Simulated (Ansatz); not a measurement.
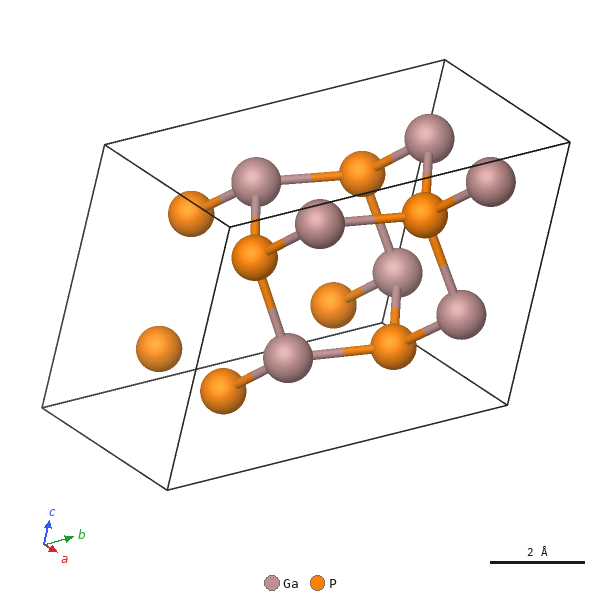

View slightly off an axis, drawn as a ball-and-stick model. Lines trace the edges of the supercell. The host is GaP, in a cell of 16 sites, and the cell carries a charge of -1.

**What imperfection does the supercell contain?**

A gallium vacancy. Around the empty site lie four P at about 2.4 Å.

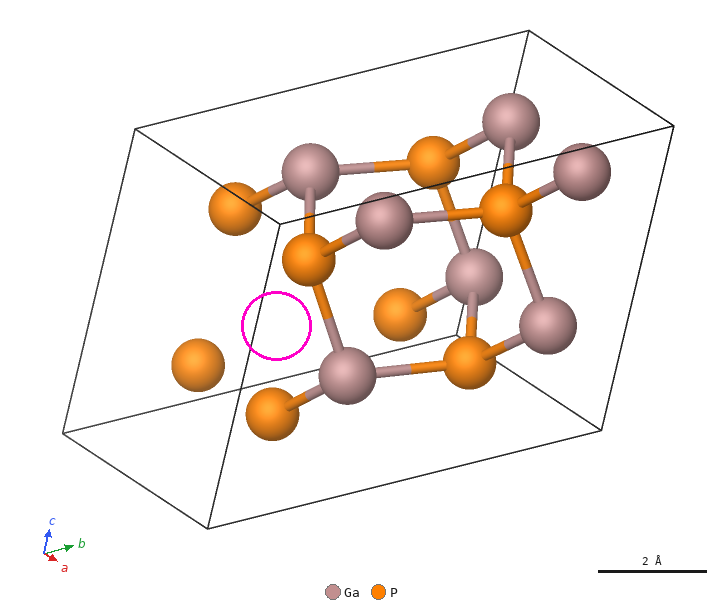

The same cell with a ring at the defect's site.

The atoms were relaxed in the host's cell with DFT PBE, scalar-relativistic, plane waves, PAW (Ansatz).
